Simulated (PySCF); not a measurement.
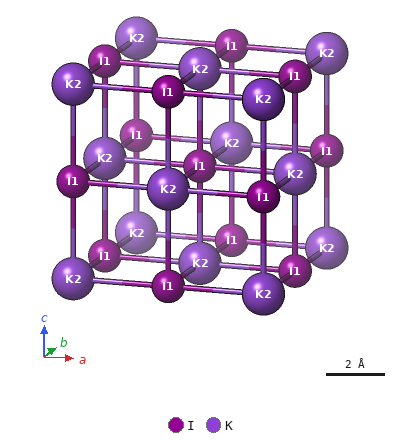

**Figure 1.** The input geometry (ball-and-stick view of the cell 4 times as large as that of the calculation, set on its symmetry axes, seen slightly off an axis; atoms are numbered from 1 in the order of the input). An atom can appear more than once, as a periodic image. Near neighbours in the periodic cell (some may lie outside the picture): I has 6 K at 3.46 Å; K has 6 I at 3.46 Å.

# Single-point calculation, with input and output: KI

System: KI (2 atoms in the cell).
Method: Kohn-Sham DFT of a periodic cell in Gaussian orbitals, PBEsol, DZVP-MOLOPT-SR/GTH-PBE, no spin polarisation (PySCF 2.14.0).

The structure derives from an entry of the Crystallography Open Database. Its volume is 0.94 times that of the source entry. It belongs to a series of runs on one base structure; here: volume scaled by 0.94.

Input:
```python
import json
import numpy as np
from pyscf.pbc import gto, scf, dft, df
from pyscf.pbc.tools import pyscf_ase
from ase.spacegroup import crystal

atoms = crystal(['I', 'K'], [[0.5, 0.0, 0.0], [0.0, 0.0, 0.0]],
                spacegroup=225, setting=1, cellpar=[6.92131463, 6.92131463, 6.92131463, 90.0, 90.0, 90.0], primitive_cell=True)  # Fm-3m: I 4b, K 4a
cell = pyscf_ase.cell_from_ase(atoms)
cell.basis = {'I': 'DZVP-MOLOPT-SR-GTH-q7', 'K': 'DZVP-MOLOPT-SR-GTH-q9'}
cell.pseudo = {'I': 'GTH-PBE-q7', 'K': 'GTH-PBE-q9'}
cell.ke_cutoff = 86  # hartree
cell.exp_to_discard = 0.02
cell.precision = 1e-08
cell.space_group_symmetry = True
cell.symmorphic = False
cell.max_memory = 5880  # MB
cell.verbose = 4
cell.build()

res = {}
kpts = cell.make_kpts([3, 3, 3], space_group_symmetry=True, time_reversal_symmetry=True)
cell.space_group_symmetry = False  # the mesh holds the operations; no search on the supercells of the integral code
mf = dft.KRKS(cell, kpts, xc='pbesol')
mf = mf.multigrid_numint()
mf = mf.smearing(sigma=0.00183747, method='fermi')  # hartree
mf.conv_tol = 1e-07
mf.max_cycle = 60

atoms.calc = pyscf_ase.PySCF(method=mf)
print('ASE energy = %.8f eV' % atoms.get_potential_energy())
mf = atoms.calc.method_scan
res.update(converged=bool(mf.converged), e_tot=mf.e_tot, nelec=cell.nelectron, nao=cell.nao, mesh=list(map(int, cell.mesh)), a=cell.lattice_vectors().tolist(), coords=cell.atom_coords().tolist(),
           mo_energy=[np.real(x).tolist() for x in mf.mo_energy], mo_occ=[np.real(x).tolist() for x in mf.mo_occ])
res.update(e_free=mf.e_free, e_zero=mf.e_zero)
res.update(kpts=kpts.kpts_scaled_ibz.tolist(), weights=kpts.weights_ibz.tolist())
res['parts'] = {k: float(np.real(v)) for k, v in mf.scf_summary.items() if np.isscalar(v)}
json.dump(res, open('results.json', 'w'))
if not mf.converged:
    raise SystemExit('SCF not converged')

print('levels (eV)')
for i, kp in enumerate(res['kpts'][:40]):
    print('k %7.4f %7.4f %7.4f  ' % tuple(kp), ' '.join('%.3f' % (x * 27.211386) for x in res['mo_energy'][i][:13]))

mf = mf.to_khf()  # unfold to the whole mesh
kpts = mf.kpts
# Mulliken populations
dm, s = np.asarray(mf.make_rdm1()), np.asarray(mf.get_ovlp())
sites = cell.aoslice_by_atom()[:, 2:]
tot = np.einsum('kij,kji->i', dm, s).real / len(kpts)
res['mulliken'] = [cell.atom_charge(i) - tot[a0:a1].sum() for i, (a0, a1) in enumerate(sites)]
print('Mulliken charges', np.round(res['mulliken'], 5))
res['done'] = True
json.dump(res, open('results.json', 'w'))
```

Hardware: 4 threads of Arm Neoverse V2, 24 GiB of memory available, shared host.

Launched with:
```bash
OMP_NUM_THREADS=4 python -u run.py > log
```

What the program printed:
```
Discarded 0 diffused primitive functions, 0 contracted functions

PySCF version 2.14.0

[INPUT] verbose = 4
[INPUT] num. atoms = 2
[INPUT] num. electrons = 16
[INPUT] charge = 0
[INPUT] spin (= nelec alpha-beta = 2S) = 0
[INPUT] symmetry False subgroup None
[INPUT] Mole.unit = angstrom
[INPUT] Symbol           X                Y                Z      unit          X                Y                Z       unit  Magmom
[INPUT]  1 I      3.460657315000   3.460657315000   3.460657315000 AA    6.539694536323   6.539694536323   6.539694536323 Bohr   0.0
[INPUT]  2 K      0.000000000000   0.000000000000   0.000000000000 AA    0.000000000000   0.000000000000   0.000000000000 Bohr   0.0

nuclear repulsion = -28.0341233467585
number of shells = 6
number of NR pGTOs = 99
number of NR cGTOs = 27
basis = {'I': 'DZVP-MOLOPT-SR-GTH-q7', 'K': 'DZVP-MOLOPT-SR-GTH-q9'}
ecp = {}
lattice vectors  a1 [0.000000000, 6.539694536, 6.539694536]
                 a2 [6.539694536, 0.000000000, 6.539694536]
                 a3 [6.539694536, 6.539694536, 0.000000000]
dimension = 3
low_dim_ft_type = None
Cell volume = 559.374
exp_to_discard = 0.02
rcut = 39.783581599321586 (nimgs = [6 6 6])
precision = 1e-08
pseudo = {'I': 'GTH-PBE-q7', 'K': 'GTH-PBE-q9'}
ke_cutoff = 86
    = [41 41 41] mesh (68921 PWs)
[Cell] Point group symbol:  m-3m
time reversal: False
k-points in IBZ                         weights
  0:  0.000000,  0.000000,  0.000000    1/27
  1:  0.666667,  0.666667, -0.000000    6/27
  2:  0.666667,  0.666667,  0.333333    12/27
  3:  0.666667,  0.666667,  0.666667    8/27
Create scanner for <class 'pyscf.pbc.scf.smearing.SmearingKsymAdaptedKRKS'>
Set new lattice vectors
[[0.         3.46065732 3.46065732]
 [3.46065732 0.         3.46065732]
 [3.46065732 3.46065732 0.        ]]
New geometry
   1 I      3.460657315000   3.460657315000   3.460657315000 AA    6.539694536323   6.539694536323   6.539694536323 Bohr
   2 K      0.000000000000   0.000000000000   0.000000000000 AA    0.000000000000   0.000000000000   0.000000000000 Bohr
Discarded 0 diffused primitive functions, 0 contracted functions
time reversal: False
k-points in IBZ                         weights
  0:  0.000000,  0.000000,  0.000000    1/27
  1:  0.000000,  0.000000,  0.333333    1/27
  2:  0.000000,  0.000000,  0.666667    1/27
  3: -0.000000,  0.333333, -0.000000    1/27
  4: -0.000000,  0.333333,  0.333333    1/27
  5: -0.000000,  0.333333,  0.666667    1/27
  6: -0.000000,  0.666667, -0.000000    1/27
  7: -0.000000,  0.666667,  0.333333    1/27
  8: -0.000000,  0.666667,  0.666667    1/27
  9:  0.333333,  0.000000,  0.000000    1/27
 10:  0.333333, -0.000000,  0.333333    1/27
 11:  0.333333, -0.000000,  0.666667    1/27
 12:  0.333333,  0.333333, -0.000000    1/27
 13:  0.333333,  0.333333,  0.333333    1/27
 14:  0.333333,  0.333333,  0.666667    1/27
 15:  0.333333,  0.666667, -0.000000    1/27
 16:  0.333333,  0.666667,  0.333333    1/27
 17:  0.333333,  0.666667,  0.666667    1/27
 18:  0.666667,  0.000000,  0.000000    1/27
 19:  0.666667, -0.000000,  0.333333    1/27
 20:  0.666667, -0.000000,  0.666667    1/27
 21:  0.666667,  0.333333,  0.000000    1/27
 22:  0.666667,  0.333333,  0.333333    1/27
 23:  0.666667,  0.333333,  0.666667    1/27
 24:  0.666667,  0.666667, -0.000000    1/27
 25:  0.666667,  0.666667,  0.333333    1/27
 26:  0.666667,  0.666667,  0.666667    1/27
time reversal: False
k-points in IBZ                         weights
  0:  0.000000,  0.000000,  0.000000    1/27
  1:  0.000000,  0.000000,  0.333333    1/27
  2:  0.000000,  0.000000,  0.666667    1/27
  3: -0.000000,  0.333333, -0.000000    1/27
  4: -0.000000,  0.333333,  0.333333    1/27
  5: -0.000000,  0.333333,  0.666667    1/27
  6: -0.000000,  0.666667, -0.000000    1/27
  7: -0.000000,  0.666667,  0.333333    1/27
  8: -0.000000,  0.666667,  0.666667    1/27
  9:  0.333333,  0.000000,  0.000000    1/27
 10:  0.333333, -0.000000,  0.333333    1/27
 11:  0.333333, -0.000000,  0.666667    1/27
 12:  0.333333,  0.333333, -0.000000    1/27
 13:  0.333333,  0.333333,  0.333333    1/27
 14:  0.333333,  0.333333,  0.666667    1/27
 15:  0.333333,  0.666667, -0.000000    1/27
 16:  0.333333,  0.666667,  0.333333    1/27
 17:  0.333333,  0.666667,  0.666667    1/27
 18:  0.666667,  0.000000,  0.000000    1/27
 19:  0.666667, -0.000000,  0.333333    1/27
 20:  0.666667, -0.000000,  0.666667    1/27
 21:  0.666667,  0.333333,  0.000000    1/27
 22:  0.666667,  0.333333,  0.333333    1/27
 23:  0.666667,  0.333333,  0.666667    1/27
 24:  0.666667,  0.666667, -0.000000    1/27
 25:  0.666667,  0.666667,  0.333333    1/27
 26:  0.666667,  0.666667,  0.666667    1/27

******** <class 'pyscf.scf.hf.SmearingKsymAdaptedKRKS_Scanner'> ********
method = SmearingKsymAdaptedKRKS_Scanner
initial guess = minao
damping factor = 0
level_shift factor = 0
DIIS = <class 'pyscf.scf.diis.CDIIS'>
diis_start_cycle = 1
diis_space = 8
diis_damp = 0
SCF conv_tol = 1e-07
SCF conv_tol_grad = None
SCF max_cycles = 60
direct_scf = True
direct_scf_tol = 1e-13

******** PBC SCF flags ********
N kpts (BZ) = 27
N kpts (IBZ) = 27
Exchange divergence treatment (exxdiv) = ewald
    madelung (= occupied orbital energy shift) = 0.11684699870533401
    Total energy shift due to Ewald probe charge = -1/2 * Nelec*madelung = -0.934775989643
DF object = <pyscf.pbc.df.fft.FFTDF object>
XC functionals = pbesol
small_rho_cutoff = 0
Uniform grid, mesh = [41 41 41]
Set gradient conv threshold to 0.000316228
nelec by numeric integration = 16.00001010763855
init E= -39.7098775127397
    sigma = 0.00183747  Optimized mu = 0.134419547239  entropy = 1.90929695927e-15
nelec by numeric integration = 15.99999999999301
    Total E(T) = -39.7339612155045  Free energy = -39.7339612155045  E0 = -39.7339612155045
cycle= 1 E= -39.7339612155045  delta_E= -0.0241  |g|= 0.107  |ddm|= 7.33
    sigma = 0.00183747  Optimized mu = 0.127348563506  entropy = 2.04628887105e-14
nelec by numeric integration = 15.999999999993664
    Total E(T) = -39.7341040252919  Free energy = -39.7341040252919  E0 = -39.7341040252919
cycle= 2 E= -39.7341040252919  delta_E= -0.000143  |g|= 0.0766  |ddm|= 0.866
    sigma = 0.00183747  Optimized mu = 0.151650495315  entropy = 2.18436382673e-14
nelec by numeric integration = 15.999999999993307
    Total E(T) = -39.7342294347159  Free energy = -39.7342294347159  E0 = -39.7342294347159
cycle= 3 E= -39.7342294347159  delta_E= -0.000125  |g|= 0.00585  |ddm|= 0.274
    sigma = 0.00183747  Optimized mu = 0.150997058309  entropy = 1.59635117924e-14
nelec by numeric integration = 15.999999999993348
    Total E(T) = -39.7342308541177  Free energy = -39.7342308541177  E0 = -39.7342308541177
cycle= 4 E= -39.7342308541177  delta_E= -1.42e-06  |g|= 0.00102  |ddm|= 0.0308
    sigma = 0.00183747  Optimized mu = 0.151124381658  entropy = 1.65938274705e-14
nelec by numeric integration = 15.999999999993335
    Total E(T) = -39.7342309077627  Free energy = -39.7342309077627  E0 = -39.7342309077627
cycle= 5 E= -39.7342309077627  delta_E= -5.36e-08  |g|= 1.31e-05  |ddm|= 0.00643
    sigma = 0.00183747  Optimized mu = 0.151124724106  entropy = 1.65916249119e-14
nelec by numeric integration = 15.999999999993344
    Total E(T) = -39.7342309077642  Free energy = -39.7342309077642  E0 = -39.7342309077642
Extra cycle  E= -39.7342309077642  delta_E= -1.44e-12  |g|= 9.97e-06  |ddm|= 7.26e-05
converged SCF energy = -39.7342309077642
ASE energy = -1081.22349544 eV
levels (eV)
k  0.0000  0.0000  0.0000   -26.803 -10.053 -10.052 -10.052 -8.649 1.870 1.870 1.870 5.744 8.745 8.745 8.745 9.271
k  0.0000  0.0000  0.3333   -26.801 -10.215 -10.055 -10.055 -8.362 0.640 1.547 1.547 7.267 9.160 9.800 9.800 10.591
k  0.0000  0.0000  0.6667   -26.801 -10.215 -10.055 -10.055 -8.362 0.640 1.547 1.547 7.267 9.160 9.800 9.800 10.591
k -0.0000  0.3333 -0.0000   -26.801 -10.215 -10.055 -10.055 -8.362 0.640 1.547 1.547 7.267 9.160 9.800 9.800 10.591
k -0.0000  0.3333  0.3333   -26.800 -10.138 -10.072 -10.072 -8.451 0.763 1.532 1.532 7.199 7.600 9.854 10.447 11.041
k -0.0000  0.3333  0.6667   -26.799 -10.171 -10.098 -10.065 -8.356 0.798 0.988 1.413 8.117 9.084 9.296 10.411 10.907
k -0.0000  0.6667 -0.0000   -26.801 -10.215 -10.055 -10.055 -8.362 0.640 1.547 1.547 7.267 9.160 9.800 9.800 10.591
k -0.0000  0.6667  0.3333   -26.799 -10.171 -10.098 -10.065 -8.356 0.798 0.988 1.413 8.117 9.084 9.296 10.411 10.907
k -0.0000  0.6667  0.6667   -26.800 -10.138 -10.072 -10.072 -8.451 0.763 1.532 1.532 7.199 7.600 9.854 10.447 11.041
k  0.3333  0.0000  0.0000   -26.801 -10.215 -10.055 -10.055 -8.362 0.640 1.547 1.547 7.267 9.160 9.800 9.800 10.591
k  0.3333 -0.0000  0.3333   -26.800 -10.138 -10.072 -10.072 -8.451 0.763 1.532 1.532 7.199 7.600 9.854 10.447 11.041
k  0.3333 -0.0000  0.6667   -26.799 -10.171 -10.098 -10.065 -8.356 0.798 0.988 1.413 8.117 9.084 9.296 10.411 10.907
k  0.3333  0.3333 -0.0000   -26.800 -10.138 -10.072 -10.072 -8.451 0.763 1.532 1.532 7.199 7.600 9.854 10.447 11.041
k  0.3333  0.3333  0.3333   -26.801 -10.215 -10.055 -10.055 -8.362 0.640 1.547 1.547 7.267 9.160 9.800 9.800 10.591
k  0.3333  0.3333  0.6667   -26.799 -10.171 -10.098 -10.065 -8.356 0.798 0.988 1.413 8.117 9.084 9.296 10.411 10.907
k  0.3333  0.6667 -0.0000   -26.799 -10.171 -10.098 -10.065 -8.356 0.798 0.988 1.413 8.117 9.084 9.296 10.411 10.907
k  0.3333  0.6667  0.3333   -26.799 -10.171 -10.098 -10.065 -8.356 0.798 0.988 1.413 8.117 9.084 9.296 10.411 10.907
k  0.3333  0.6667  0.6667   -26.799 -10.171 -10.098 -10.065 -8.356 0.798 0.988 1.413 8.117 9.084 9.296 10.411 10.907
k  0.6667  0.0000  0.0000   -26.801 -10.215 -10.055 -10.055 -8.362 0.640 1.547 1.547 7.267 9.160 9.800 9.800 10.591
k  0.6667 -0.0000  0.3333   -26.799 -10.171 -10.098 -10.065 -8.356 0.798 0.988 1.413 8.117 9.084 9.296 10.411 10.907
k  0.6667 -0.0000  0.6667   -26.800 -10.138 -10.072 -10.072 -8.451 0.763 1.532 1.532 7.199 7.600 9.854 10.447 11.041
k  0.6667  0.3333  0.0000   -26.799 -10.171 -10.098 -10.065 -8.356 0.798 0.988 1.413 8.117 9.084 9.296 10.411 10.907
k  0.6667  0.3333  0.3333   -26.799 -10.171 -10.098 -10.065 -8.356 0.798 0.988 1.413 8.117 9.084 9.296 10.411 10.907
k  0.6667  0.3333  0.6667   -26.799 -10.171 -10.098 -10.065 -8.356 0.798 0.988 1.413 8.117 9.084 9.296 10.411 10.907
k  0.6667  0.6667 -0.0000   -26.800 -10.138 -10.072 -10.072 -8.451 0.763 1.532 1.532 7.199 7.600 9.854 10.447 11.041
k  0.6667  0.6667  0.3333   -26.799 -10.171 -10.098 -10.065 -8.356 0.798 0.988 1.413 8.117 9.084 9.296 10.411 10.907
k  0.6667  0.6667  0.6667   -26.801 -10.215 -10.055 -10.055 -8.362 0.640 1.547 1.547 7.267 9.160 9.800 9.800 10.591
Mulliken charges [-0.4322  0.4322]
```

Results in brief:

- outcome: converged
- space group (tolerance 0.01 Å): Fm-3m (225)
- electrons treated: 16
- free energy: −1081.2235 eV
- total energy: −1081.2235 eV
- Fermi energy: 4.112 eV
- gap on the k-point mesh: 3.87 eV
- wall time: 2.6 min (CPU time 10 min)
- peak memory: 0.5 GiB
